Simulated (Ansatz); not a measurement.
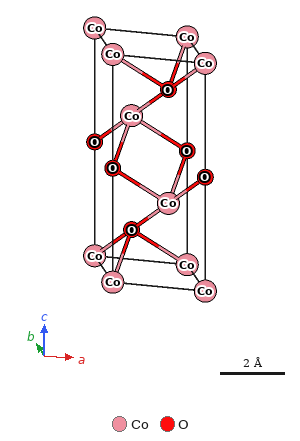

Phonons of crystalline CoO, at the zone centre. Style: ball-and-stick. Shown: the conventional cell (3 times the calculation's cell), slightly off an axis. Lengths and directions refer to the drawn axes.

Level of theory: Ansatz, DFT PBE+U, scalar-relativistic, plane waves, PAW.

Input file:
```yaml
crystal:
  lattice:
    - [1.5369143799, 0.8873379309, 2.4734269504]
    - [-1.5369143799, 0.8873379309, 2.4734269504]
    - [0.0, -1.7746758619, 2.4734269504]
  atoms:
    - { symbol: Co, position: [0.0, 0.0, 0.0], spin: 2.88 }
    - { symbol: O, position: [0.5, 0.5, 0.5], spin: 0.24 }
basis:
  ecutwfc: 420
kpoints:
  mp_grid: { grid: [12, 12, 12] }
hamiltonian:
  xc: pbe
  hubbard: { sites: [{ species: Co, l: d, u_eff: 3.32 }] }
scf:
  occupations: { method: gaussian, width: 0.02 }
output:
  eigenvalues: true
  populations: true
magnetization:
  spin_polarized: true
phonons:
  method: dfpt
  dielectric: true
  rigid_motions: translations
  eigenvectors: true
```

Run as
```bash
ansatz run input.yaml --threads 1 --pin off --max-ram 3072MiB --backend cpu --events-out ev --progress --plain --runs-dir out
```

Frequencies are those without the non-analytic (LO–TO) term.

List the optical modes.

The calculation's cell holds 2 atoms, so there are 3 optical modes, in 2 levels. The optical modes span A₂u + E_u. No level is unstable.

```csv
level,symmetry,frequency (cm⁻¹),activity
1,A₂u,217,infrared-active
2,E_u,300,infrared-active
```

The displacement patterns (one member of each degenerate set):

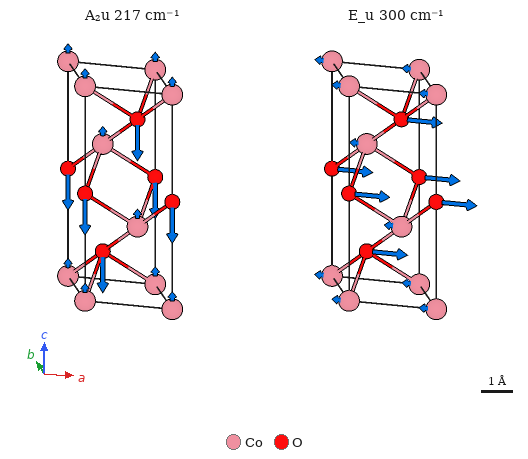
